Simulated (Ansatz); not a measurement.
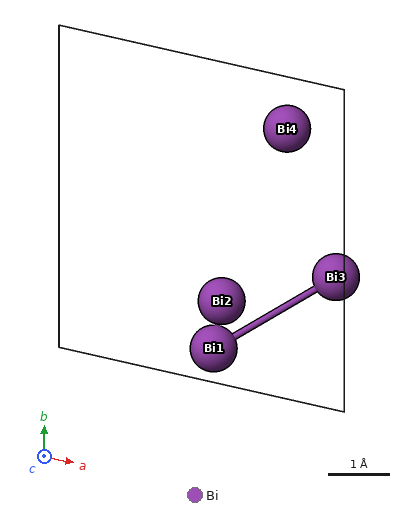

Starting structure of solid Bi (built on the random type) (coarse preliminary run). Style: ball-and-stick. Shown: the cell of the calculation, reduced to other axes, along the c axis. Lengths and directions refer to the drawn axes.

Case: random cell without symmetry.

All numbers below come from Ansatz, DFT PBE, scalar-relativistic, plane waves, PAW.

The input:
```yaml
crystal:
  lattice:
    - [4.8916369023, 0.0, 0.0]
    - [-1.1362575529, 5.1765156341, 0.0]
    - [-2.5949239716, -4.8093292969, 6.3469423453]
  atoms:
    - { symbol: Bi, position: [0.7018534524, 0.1384837956, 0.2437484344] }
    - { symbol: Bi, position: [0.3834323512, 0.6955849585, 0.9534098444] }
    - { symbol: Bi, position: [0.3199591531, 0.8777620604, 0.2906152007] }
    - { symbol: Bi, position: [0.7524385608, 0.7129092663, 0.5518566334] }
basis:
  ecutwfc: 420
kpoints:
  mp_grid: { grid: [4, 4, 4] }
hamiltonian:
  xc: pbe
scf:
  occupations: { method: gaussian, width: 0.1 }
  lower_state_search: "off"
output:
  forces: true
  stress: true
  eigenvalues: true
relax:
  adjacent_minimum: "off"
  f_tol: 0.04
  max_steps: 70
  cell: { stress_tol: 0.4 }
```

### What does the optimiser find from here?

The largest move relative to the cell is that of Bi1, 1.09 Å roughly along [−2 −3 0]. Cell: a 4.892 → 4.922 Å (+0.6 %), b 5.300 → 4.576 Å (−13.7 %), c 6.463 → 6.787 Å (+5.0 %), α 91.0° → 89.9°, β 100.3° → 110.8°, γ 102.4° → 90.1°. Volume −11.1 %. Near-neighbour distances that change, for instance: Bi1–Bi2 2.071 → 3.730 Å, Bi1–Bi3 2.332 → 3.724 Å, Bi1–Bi3 (another image) 4.161 → 3.091 Å, Bi2–Bi4 3.852 → 3.090 Å. New bonds form: Bi1–Bi3 (another periodic image) (4.16 → 3.09 Å), Bi2–Bi4 (3.85 → 3.09 Å), Bi2–Bi4 (4.16 → 3.09 Å). Bonds break: Bi1–Bi2 (2.07 → 3.73 Å), Bi1–Bi3 (2.33 → 3.72 Å). The space group stays P1 (No. 1). Over 17 accepted moves (20 points after the start) the energy falls by 3317 meV per atom. Largest force component: 29 eV/Å at the start, 0.023 eV/Å at the end. The pressure goes from 35.14 to 0.02 GPa. The line search rejected the trial steps at points 12, 18 of the run. At 1 point the geometry stayed and the basis and grid were re-selected for the new cell (energy shift of 0.3 meV per atom at most each time).

The structure at the end:

```
Bi
1.0
     4.86806    0.57017    0.45068
    -0.52741    4.54322   -0.15014
    -2.55823   -4.70221    6.23517
Bi
4
Direct
  0.81467 0.31122 0.22075
  0.26509 0.43983 0.83767
  0.26417 0.89053 0.29875
  0.81376 0.78317 0.68246
```

The end point in the same view:

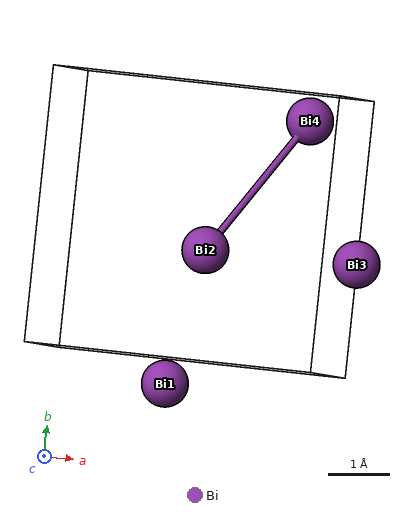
